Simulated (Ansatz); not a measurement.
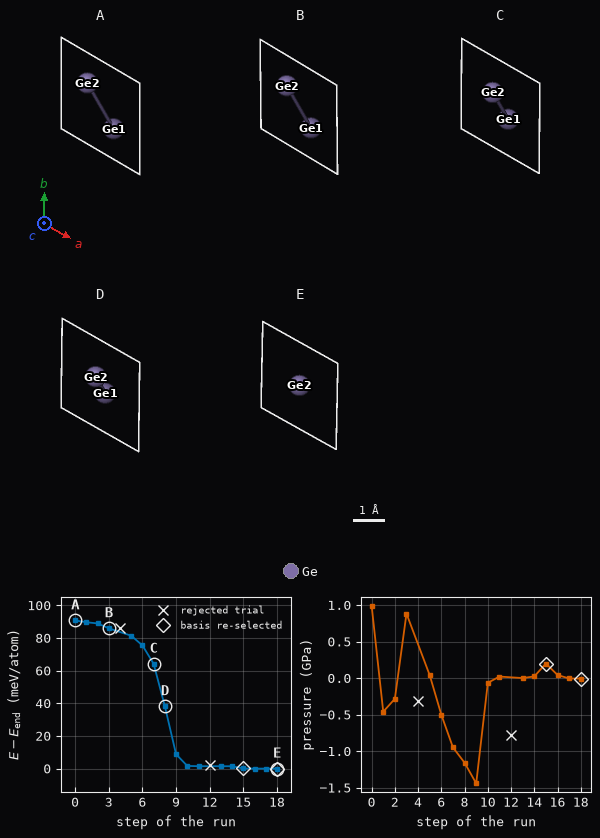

Frames of a relaxation of crystalline Ge (set up in Cmcm), marked on the history of the run. The picture is a ball-and-stick view of the cell of the calculation, seen along the c axis.

All numbers below come from DFT PBE+D3(BJ), scalar-relativistic, plane waves, PAW in Ansatz.

The input:
```yaml
crystal:
  lattice:
    - [1.488052925, -2.59468961, 0.0]
    - [1.488052925, 2.59468961, 0.0]
    - [0.0, 0.0, 4.72759579]
  atoms:
    - { symbol: Ge, position: [0.66655337, 0.33344663, 0.25] }
    - { symbol: Ge, position: [0.33344663, 0.66655337, 0.75] }
basis:
  ecutwfc: 420
kpoints:
  mp_grid: { grid: [16, 16, 10] }
hamiltonian:
  xc: pbe
  dispersion: d3bj
scf:
  occupations: { method: gaussian, width: 0.1 }
output:
  forces: true
  stress: true
  eigenvalues: true
relax:
  adjacent_minimum: "off"
  f_tol: 0.005
  max_steps: 80
  cell: { stress_tol: 0.05 }
```

Command:
```bash
ansatz run input.yaml --threads 1 --pin off --max-ram 2560MiB --backend cpu --events-out ev --progress --plain --runs-dir out
```

> Describe the path.

The energy falls by 90.8 meV per atom in 14 accepted moves (18 points after the start). The largest force component goes from 0.008 to under 0.0001 eV/Å. Pressure: 0.99 GPa at the start and −0.01 GPa at the end. The line search rejected the trial steps at points 4, 12 of the run. At 2 points the geometry stayed and the basis and grid were re-selected for the new cell (energy shift of 1.4 meV per atom at most each time). The largest moves relative to the cell, 0.80 Å, are those of Ge1 and Ge2. Ge1 goes along [−1 1 0]. The volume changes by +1.8 %, with a = b 2.991 → 2.816 Å (−5.9 %), c 4.728 → 5.308 Å (+12.3 %), γ 120.3° → 118.0°. Some distances before and after: Ge1–Ge2 2.924 → 3.869 Å, Ge1–Ge2 (another image) 2.928 → 2.654 Å, Ge1–Ge1 2.991 → 2.816 Å, Ge1–Ge1 (another image) 2.976 → 2.899 Å. The space group (tolerance 0.01 Å) goes from Cmcm (No. 63) to Cmmm (No. 65). The run took 3.7 min on 1 thread of Arm Neoverse V2, on a shared host, peak memory 0.52 GiB. From step 0 to 3: Ge atoms move most (0.05 Å), volume +0.3 %, energy −4.8 meV per atom. From step 3 to 7: Ge atoms move most (0.29 Å), volume +2.8 %, energy −21.7 meV per atom. From step 7 to 8: Ge atoms move most (0.19 Å), volume +0.7 %, energy −26.0 meV per atom. From step 8 to 18: Ge atoms move most (0.30 Å), volume −2.0 %, energy −38.2 meV per atom.

```csv
step,"E − E(0), meV/atom","largest force component, eV/Å","pressure, GPa","volume, Å³/atom",note
0,0.00,0.0080,0.99,18.253,
1,-1.10,0.0094,-0.46,18.624,
2,-1.82,0.0111,-0.28,18.573,
3,-4.82,0.0190,0.88,18.304,
4,-4.60,0.0187,-0.32,18.580,rejected
5,-9.34,0.0444,0.04,18.489,
6,-15.30,0.0943,-0.50,18.646,
7,-26.57,0.0855,-0.95,18.824,
8,-52.57,0.0352,-1.16,18.948,
9,-81.97,0.0805,-1.44,18.897,
10,-89.11,0.0035,-0.06,18.532,
11,-89.28,0.0015,0.02,18.522,
12,-88.36,0.0164,-0.78,18.721,rejected
13,-89.31,0.0003,0.00,18.525,
14,-89.31,0.0004,0.02,18.521,
15,-90.68,0.0005,0.20,18.521,"same geometry, new basis"
16,-90.76,0.0001,0.04,18.562,
17,-90.76,0.0000,0.00,18.573,
18,-90.77,0.0000,-0.01,18.573,"same geometry, new basis"
```
